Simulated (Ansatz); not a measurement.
## Single-point calculation of W

- system: W (slab, 6 atoms in the cell)
- method: DFT PBEsol, scalar-relativistic, plane waves, PAW, no spin polarisation (Ansatz 0.2.0)

The structure derives from an entry of the Crystallography Open Database. Figures and captions count atoms from 1; the log counts them from 0 in places.

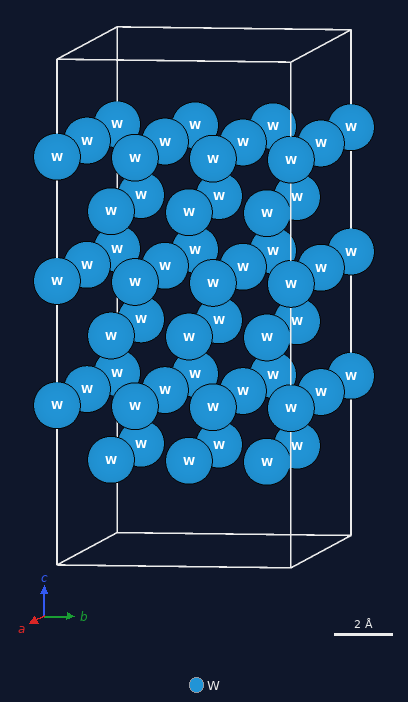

Figure 1. The structure (spheres-only view of the 2 × 3 repeat of the cell, with the vacuum cut short, seen slightly off an axis).

**Input**
```yaml
crystal:
  lattice:
    - [2.7317450744, 0.0, 0.0]
    - [-0.9105816915, 2.5755139555, 0.0]
    - [0.0, 0.0, 26.1523025663]
  atoms:
    - { symbol: W, position: [0.5, 0.5, 0.2867816316] }
    - { symbol: W, position: [0.0, 0.0, 0.372068979] }
    - { symbol: W, position: [0.5, 0.5, 0.4573563263] }
    - { symbol: W, position: [0.0, 0.0, 0.5426436737] }
    - { symbol: W, position: [0.5, 0.5, 0.627931021] }
    - { symbol: W, position: [0.0, 0.0, 0.7132183684] }
basis:
  ecutwfc: 420
kpoints:
  mp_grid: { grid: [13, 13, 1] }
hamiltonian:
  xc: pbesol
scf:
  occupations: { method: gaussian, width: 0.1 }
output:
  forces: true
  stress: true
  eigenvalues: true
  write_density: true
  write_potential: true
  elf: true
  volumetric_format: npy
efield:
  axis: 3
  dipole_correction: true
```

Hardware: 1 thread of Arm Neoverse V1, 24 GiB of memory available, shared host.

Run as:
```bash
ansatz run input.yaml --threads 1 --pin off --max-ram 2560MiB --backend cpu --events-out ev --progress --plain --runs-dir out
```

**The program's output**
```
Engine: ansatz 0.2.0, aarch64-unknown-linux-gnu
Pseudopotentials: kind: paw
Pseudopotential: W, paw, valence charge 14, recommended cutoff 420 eV (normal), W.paw.azcp
Functional definition: PBEsol
  exchange = pbesol_x
  correlation = pbesol_c
Crystal: 6 atoms, lattice volume = 183.998 Å³
Basis set: ecut = 420 eV, 3649 PW (Γ), exchange–correlation on 40×40×360 points (8 copies of the dense FFT grid, shifted against one another)
Bands: 51, of which v1, the nominal top of the filled ones, is band 42 counted from 1 (41 counted from 0)
Symmetry: 4 space group operations
k-points: 49 of 169
Non-local potential: W, projectors of the file, l = 0: 3, l = 1: 2, l = 2: 2, l = 3: 1
PAW form: soft (Blöchl's): semilocal exchange-correlation on the pseudo side does not see the compensation charge
PAW frozen core: W, regenerated for the run's functional, and the local potential with it (the file was generated under x = pbe(κ = 0.804, μ = 0.2195149727645171), c = pbe(β = 0.06672455060314922))
PAW one-centre angular grid: W, 590 points (default); XC on 64 Gauss nodes
Initial density: superposition of atomic densities (neutral atoms: chi_scale 0, normalization atom), corrected by the library's trained network
Initial wavefunctions: pseudopotential atomic-orbital guess
Functional: x = pbesol(κ = 0.804, μ = 0.12345679012345678), c = pbesol(β = 0.046)
SCF iter   1: F=—  HF=-61536.258681 eV  |F-HF|=—  |Δ(HF+E_count)|=         —  Δρ=6.45e-3  dr2=4.87e-1  ethr=1.77e-3  p=0.000 e·Å  D=3.91e-14 V/Å  ΔV_dip=-0.00 eV  dr2_dipole=7.25e-6  V_vac-E_F(+/−)=5.13/5.13 eV  ⟨swp⟩=8.1  Hψ=11405  notcnv=0
efield: sawtooth ramp at fractional position 0.9500 (placed from the atoms, in the widest stretch of the axis that holds none; the zero of the levels goes with the place), width 0.1000; the density the first Hamiltonian is built on has a dipole p = 0.000 e·Å; the dipole correction subtracts the counter field D = 3.91e-14 V/Å, which shifts the + side's vacuum level by -0.00 eV against the − side's; the planar-averaged density in the ramp window peaks in size at 4.5e-5 e/Å³
preconditioner: auto → LDOS  [metal: Δε(μ)=0.014 eV  Ē_g=4.953 eV  σ=0.100 eV  W_gap=0.08  n_scr=18 (ndim 8)  ℏωp=16.4 eV  f_vac=0.428  D(μ)=4.48/eV (n_scr^D=16)  β→1.0]
SCF iter   2: F=—  HF=-61536.242018 eV  |F-HF|=—  |Δ(HF+E_count)|=   1.67e-2  Δρ=3.63e-3  dr2=1.06e-1  ethr=5.80e-4  p=0.000 e·Å  D=2.51e-5 V/Å  ΔV_dip=-0.00 eV  dr2_dipole=9.85e-7  V_vac-E_F(+/−)=5.01/5.01 eV  ⟨swp⟩=2.2  Hψ=3618  notcnv=0  defer=104
SCF iter   3: F=—  HF=-61536.232093 eV  |F-HF|=—  |Δ(HF+E_count)|=   9.92e-3  Δρ=7.14e-4  dr2=6.43e-3  ethr=1.27e-4  p=0.000 e·Å  D=8.75e-6 V/Å  ΔV_dip=-0.00 eV  dr2_dipole=8.73e-7  V_vac-E_F(+/−)=5.03/5.03 eV  ⟨swp⟩=2.2  Hψ=3321  notcnv=0  defer=104
SCF iter   4: F=—  HF=-61536.231596 eV  |F-HF|=—  |Δ(HF+E_count)|=   4.97e-4  Δρ=2.10e-4  dr2=3.32e-4  ethr=7.66e-6  p=0.000 e·Å  D=7.62e-6 V/Å  ΔV_dip=-0.00 eV  dr2_dipole=2.90e-8  V_vac-E_F(+/−)=5.02/5.02 eV  ⟨swp⟩=2.8  Hψ=3639  notcnv=0  defer=104
SCF iter   5: F=—  HF=-61536.231562 eV  |F-HF|=—  |Δ(HF+E_count)|=   3.39e-5  Δρ=7.27e-5  dr2=1.63e-5  ethr=3.95e-7  p=0.000 e·Å  D=5.36e-6 V/Å  ΔV_dip=-0.00 eV  dr2_dipole=7.10e-9  V_vac-E_F(+/−)=5.02/5.02 eV  ⟨swp⟩=2.8  Hψ=3520  notcnv=0  defer=104
SCF iter   6: F=—  HF=-61536.231650 eV  |F-HF|=—  |Δ(HF+E_count)|=   8.81e-5  Δρ=2.10e-5  dr2=9.22e-7  ethr=1.94e-8  p=0.000 e·Å  D=2.77e-6 V/Å  ΔV_dip=-0.00 eV  dr2_dipole=5.54e-10  V_vac-E_F(+/−)=5.02/5.02 eV  ⟨swp⟩=2.2  Hψ=3314  notcnv=0  defer=45
SCF iter   7: F=-61536.231651 eV  HF=-61536.231651 eV  |F-HF|=1.17e-7  |Δ(HF+E_count)|=   1.02e-6  Δρ=6.42e-6  dr2=6.89e-8  ethr=1.19e-10  p=0.000 e·Å  D=1.25e-6 V/Å  ΔV_dip=-0.00 eV  dr2_dipole=1.65e-12  V_vac-E_F(+/−)=5.02/5.02 eV  ⟨swp⟩=22.1  Hψ=24297  notcnv=0
SCF 1 converged in 7 iterations: F = -61536.231651 eV  dr2 = 6.89e-8
  greatest PAW one-centre occupation: 1.000 electrons in one spin orbital (limit 2), on the W atom at site 0 (counted from 0), in its partial waves of l = 0
```

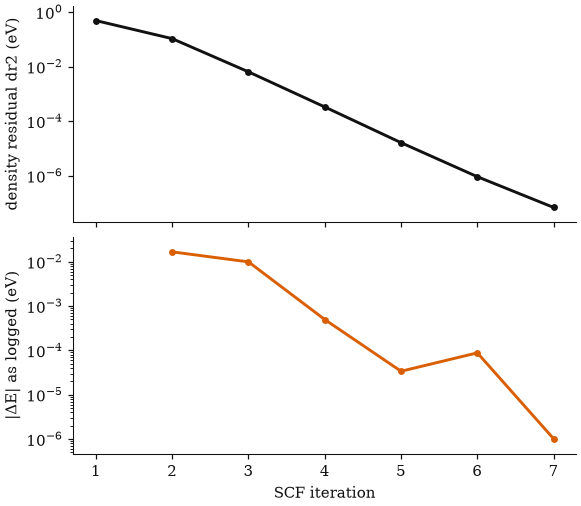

Figure 2. Convergence of the self-consistent field: density residual dr2 and size of the energy change against the SCF iteration. The residual falls at every step.

```
WARN: The output density's exchange-correlation potential varies sharply where the density is thin. Do not read a vacuum level from v_tot or v_xc, or from such a field of the output density. On a cell that repeats whose density bears no net charge and no dipole along the vacuum's axis use v_es (v_loc + v_h of the components); under efield.dipole_correction with no amplitude use v_es + v_field, which holds any external_charges[].barrier, or the levels of the report's work_function block, which leave it out; under a non-zero efield.amplitude the vacuum is tilted and has no level; on a cell that repeats and bears such a dipole with no correction it is tilted too, and efield.dipole_correction with no amplitude gives each side of its ramp a level where efield: is served; in a cell that repeats whose density bears a net charge (total_charge, or a fill off its count) it is curved and has none; of a slab under crystal.periodic whose density bears no net charge use v_es, which has a level on each side, short of where the two are joined; of another it falls or rises all the way out and has none; of a slab beside external_charges read slab_vacuum_level instead, which it has where they leave it neutral. The grid or the basis barely resolves most such structure, and the values can differ between equally converged runs; as a rule a tighter scf.convergence.dr2_threshold does not remove it. Where the density itself ripples (under the LDA too) a higher basis.ecutwfc lessens it. The files hold the spikes' plane waves up to the density's cutoff. Files: v_tot_of_output_density and the like, and their columns of v_z.tsv (output.write_potential); v_xc_of_output_density and the like, and their columns of v_comp_z.tsv (output.write_potential_components). Measured: with its Gaussian average of σ = 0.25 Å subtracted twice, the exchange-correlation potential is over 0.1 eV at 44 of the grid points where the equally averaged density (valence and model cores) is under 1e-3 e/Å³, and 0.139 eV at the most among them, at an averaged density of 4.4e-8 e/Å³. The input density's (outcome.potential() and, of a run that writes arrays, v_tot and v_xc) is over 0.1 eV, so measured, at 596 points of its own thin density, 0.233 eV at the most. See output.write_potential in the manual, Limitations
SCF converged after 7 iterations
Free energy (F): -61536.231651 eV
Harris-Foulkes:  -61536.231651 eV  (|F-HF|=1.17e-7)
Internal energy: -61536.210783 eV  (E = F + TS)
E sigma→0 (E₀):  -61536.221217 eV
Entropy (-TS):   -0.020869 eV (-3.478 meV/atom)
Fermi energy:    9.245714 eV
Dipole field:    D = 0.000003 V/Å  (p = 0.000003 e·Å, saw-weighted, corrected)
Work function:   Φ+ = 5.0222 eV   Φ− = 5.0222 eV
Levels:          The Fermi level and band energies are counted from a zero that moves with the ramp; work functions are not
--- Per-component energies (eV) ---
  E_band       = -1601.563821
  E_kinetic    = 2693.897733
  E_local      = -99499.244929  (includes V_loc(G=0)·N_el)
  E_nonlocal   = 20.928205
  E_hartree    = 48685.610541
  E_xc         = -1586.656886
  E_vxc        = -1425.755424  (∫ρ·V_xc dr)
  E_paw        = -50616.357770  (= ΣΔE_a)
  E_vpaw       = -762.608962  (= ΣTr[D̂ρ^β])
  E_aug_tail   = -0.000364  (compensation charges beyond the density's cutoff)
  E_efield     = 0.000000  (sawtooth field / dipole correction)
  E_vefield    = 0.000000  (∫n·V_field dr)
  E_ewald      = 38764.281934
  E_core_change = 1.330753  (= ΣΔE_core)
  E_smearing   = -0.020869  (= −TS)
  E_closure    = 0.000000  (closes the sum)
  Σ components = -61536.231651   (vs F -61536.231651, Δ=0.00e0)
--- Forces (eV/Å), atoms counted from 1 ---
  atom   1  W      0.00000000    -0.00000000     0.73089669
  atom   2  W      0.00000000     0.00000000    -0.76981356
  atom   3  W      0.00000000    -0.00000000     0.09410210
  atom   4  W      0.00000000     0.00000000    -0.09410116
  atom   5  W      0.00000000    -0.00000000     0.76980744
  atom   6  W      0.00000000     0.00000000    -0.73089285
  max |Σ_I F_I| component: 1.34e-6 eV/Å
--- Stress (GPa, compression-positive) ---
       -4.574412      -0.696756      -0.000000
       -0.696756      -5.067093       0.000000
       -0.000000       0.000000      -2.795373
  P = ⅓ Tr σ = -4.1456 GPa (-41.456 kbar)
--- Band table (eV; the first three rows and the last of 49) ---
  k-point 0: bands = ["-64.8534", "-64.8319", "-64.7842", "-64.7352", "-64.6494", "-64.6491", "-29.6975", "-29.5095", "-29.2415", "-28.9457", "-28.8441", "-28.7689", "-28.6752", "-28.6385", "-28.5027", "-28.4895", "-28.4777", "-28.4776", "-28.4435", "-28.4394", "-28.3706", "-28.3648", "-28.2005", "-28.2005", "-0.1974", "0.6161", "1.7390", "2.6688", "3.0203", "3.0896", "5.6919", "6.0391", "6.5815", "7.1641", "7.5043", "7.5875", "7.6216", "7.8713", "7.9023", "7.9687", "8.2042", "8.2425", "9.0688", "9.2515", "9.8740", "10.3490", "10.8635", "10.9102", "11.2261", "11.2787", "11.4744"]
  k-point 1: bands = ["-64.8477", "-64.8269", "-64.7804", "-64.7326", "-64.6459", "-64.6456", "-29.6763", "-29.4988", "-29.2488", "-28.9746", "-28.8635", "-28.7794", "-28.7151", "-28.6388", "-28.5204", "-28.5162", "-28.5034", "-28.5026", "-28.4735", "-28.4630", "-28.3944", "-28.3862", "-28.2290", "-28.2290", "0.0152", "0.8167", "1.9340", "2.8774", "3.2333", "3.3078", "5.7430", "6.0757", "6.6027", "7.1795", "7.2901", "7.3935", "7.6245", "7.7473", "7.8093", "7.9488", "8.1458", "8.4124", "8.9944", "9.2519", "9.5013", "10.5541", "10.6955", "10.7064", "11.1229", "11.1270", "11.3329"]
  k-point 2: bands = ["-64.8315", "-64.8131", "-64.7698", "-64.7255", "-64.6362", "-64.6360", "-29.6162", "-29.4737", "-29.2804", "-29.0663", "-28.9320", "-28.8462", "-28.8106", "-28.6706", "-28.6176", "-28.6115", "-28.5584", "-28.5574", "-28.5240", "-28.4863", "-28.4625", "-28.4423", "-28.2723", "-28.2715", "0.6148", "1.3657", "2.4412", "3.4126", "3.8018", "3.8831", "5.8533", "6.1305", "6.5993", "6.8905", "6.9912", "7.1953", "7.3784", "7.4025", "7.6247", "7.6385", "8.2876", "8.4980", "8.8767", "9.0129", "9.8243", "10.5415", "10.5573", "10.7984", "10.9838", "11.0830", "11.1289"]
  k-point 48: bands = ["-64.7166", "-64.7023", "-64.6646", "-64.6263", "-64.5338", "-64.5337", "-29.7436", "-29.6750", "-29.5529", "-29.4261", "-29.3353", "-29.3206", "-29.2674", "-29.2673", "-29.2484", "-29.1829", "-29.1011", "-28.9960", "-28.9474", "-28.8140", "-28.8045", "-28.7899", "-28.6028", "-28.4761", "3.1212", "3.4767", "3.5545", "3.7888", "3.9388", "4.2182", "4.6916", "4.7028", "5.2669", "5.9125", "6.5526", "6.7733", "8.0878", "8.1205", "9.5508", "9.8051", "9.9055", "10.0406", "10.5653", "10.7366", "11.1318", "11.7201", "11.7322", "13.3306", "13.5458", "13.6172", "14.1429"]
```

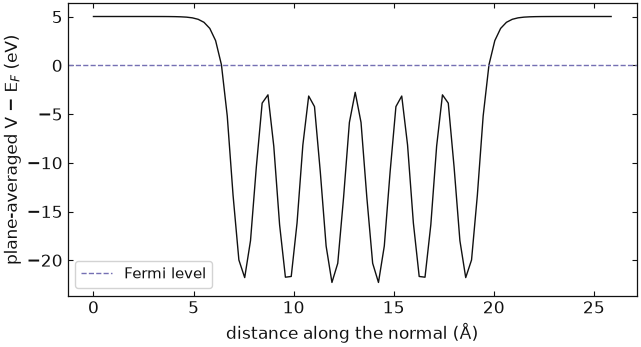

Figure 3. Plane average of the electrostatic potential energy of an electron across the cell, from the Fermi level. The vacuum level lies 5.02 eV above the Fermi level.

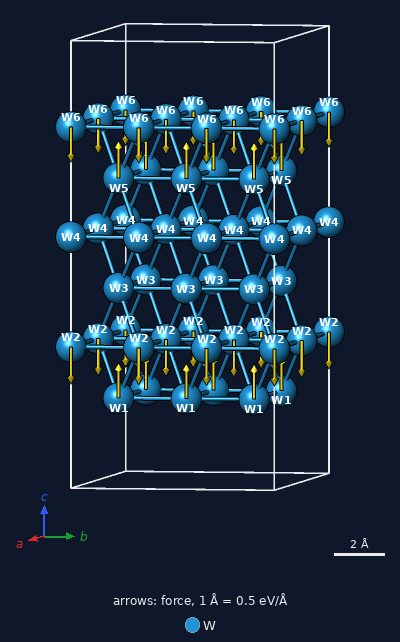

Figure 4. Forces on the atoms as yellow arrows (ball-and-stick view of the 2 × 3 repeat of the cell, with the vacuum cut short, seen slightly off an axis; atoms are numbered from 1 in the order of the input). The largest act on W2, W5 (0.77 eV/Å); W1, W6 (0.73 eV/Å). The geometry is not a stationary point of this energy.

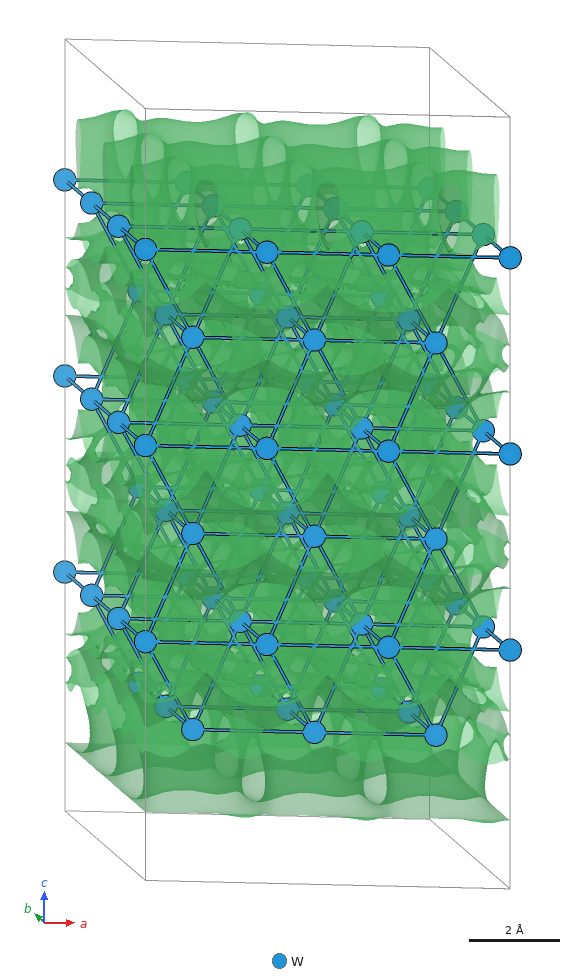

Figure 5. Isosurface of the electron localisation function at 0.4 (green), seen slightly off an axis. Core shells and regions of very low density are left out. Sticks mark near contacts. The ELF exceeds this value in sheets that run through the cell in two directions, counted in one cell of 6 atoms. Counts are for one cell; the picture repeats the cell along the surface. Along the contacts the grid gives the following. W–W (2.73 Å): the ELF is about 0.40 at the midpoint (nearly free electrons, as in a simple metal). The fields are those of the smooth PAW valence density.

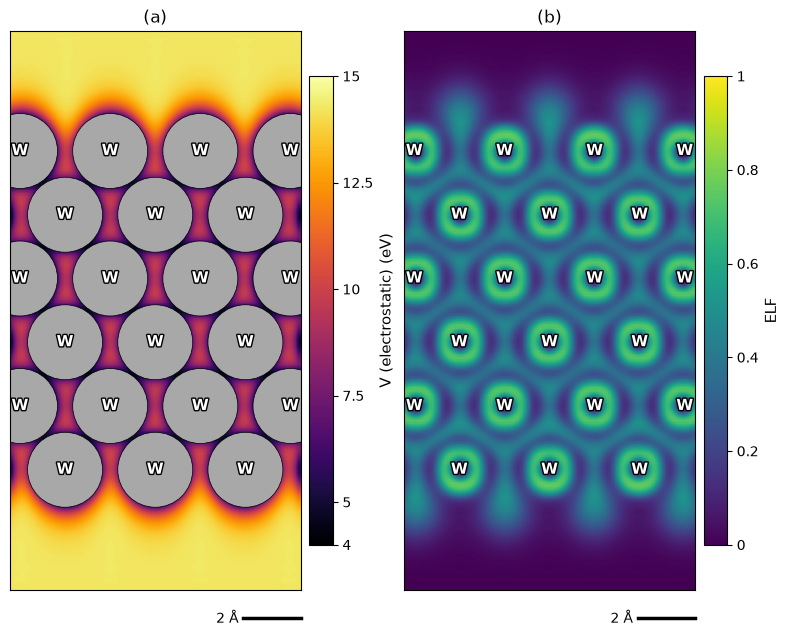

Figure 6. (a) electrostatic potential (local pseudopotential plus Hartree) felt by an electron; (b) ELF on the (11̄0) plane of the calculation cell, a cut from vacuum to vacuum. Grey discs, where drawn, cover atomic cores. Atoms in the plane: W. W–W (2.73 Å): the ELF is about 0.40 at the midpoint, as expected for nearly free electrons, as in a simple metal. The strong features right at W lie inside the PAW spheres (semicore, d or f shells) and say nothing about bonding.

**Results in brief**

| quantity | value |
| --- | --- |
| outcome | converged |
| electrons treated | 84 |
| free energy | −61536.2317 eV |
| work function, top face | 5.02 eV |
| work function, bottom face | 5.02 eV |
| Fermi energy | 9.246 eV |
| gap on the k-point mesh | none (metallic) |
| work function (upper face) | 5.02 eV |
| largest force (length of the vector) | 0.770 eV/Å |
| wall time | 59 s |
| peak memory | 0.55 GiB |

**Remarks**

The program warns: the exchange-correlation potential is rough where the density is thin. Spin–orbit coupling is left out, which matters for W.
